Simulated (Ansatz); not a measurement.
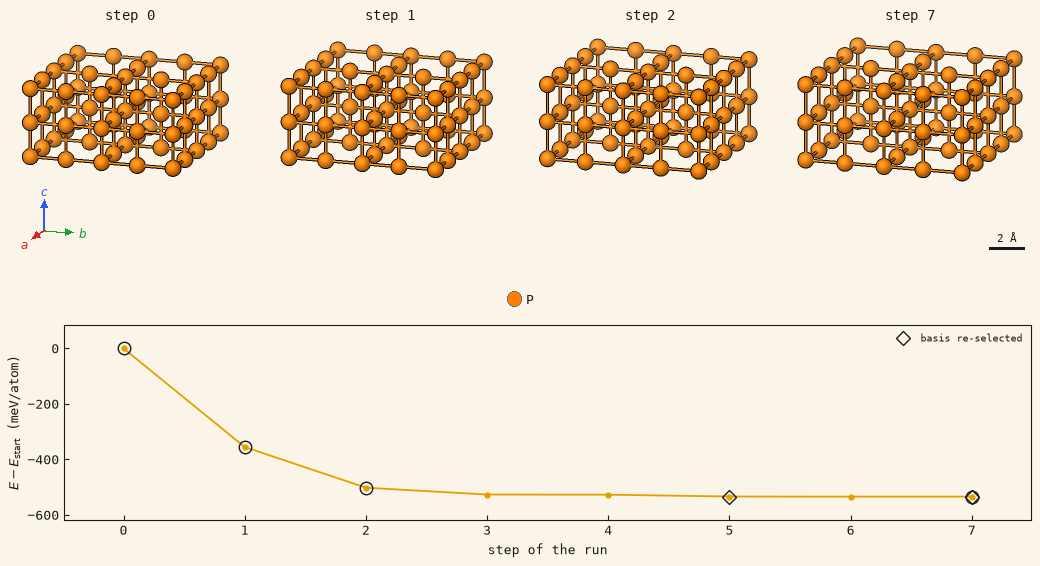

Frames of a relaxation of a crystal of P (a generated structure, set up in P4/mmm) (coarse preliminary run), marked on the history of the run. A ball-and-stick model of the cell of the calculation, repeated 2 × 2 × 2 with one cell outlined, seen slightly off an axis.

All numbers below come from DFT PBE, scalar-relativistic, plane waves, PAW (Ansatz 0.2.0). (plane-wave cutoff 420 eV; k-point mesh 4 × 4 × 8; occupations gaussian; smearing width 0.1 eV; no spin polarisation; cell and atoms relaxed; force threshold 0.04 eV/Å; at most 70 steps)

What happens along the run?

Answer. No atom moves by more than 0.005 Å relative to the cell. The drawn cell changes as follows: a = b 4.404 → 4.828 Å (+9.6 %), c 2.057 → 2.281 Å (+10.8 %); the volume changes by +33.2 %. Among the contacts that change: P–P 2.057 → 2.281 Å, P–P 2.202 → 2.414 Å. The space group stays P4/mmm (No. 123). The energy falls by 534 meV per atom in 5 accepted moves (7 points after the start). All forces vanish by symmetry, so only the cell relaxes. Pressure: 50.32 GPa at the start and 0.06 GPa at the end. At 2 points the geometry stayed and the basis and grid were re-selected for the new cell (energy shift of 6.7 meV per atom at most each time). The run took 9.8 s on 1 thread of Intel(R) Xeon(R) Platinum 8488C (Sapphire Rapids), on a shared host, peak memory 0.37 GiB. From step 0 to 1: volume +10.6 %, energy −355 meV per atom. From step 1 to 2: volume +10.8 %, energy −147 meV per atom. From step 2 to 7: volume +8.6 %, energy −32.2 meV per atom.

Limits of the set-up: the k-point mesh is coarse for a cell with partly filled bands.
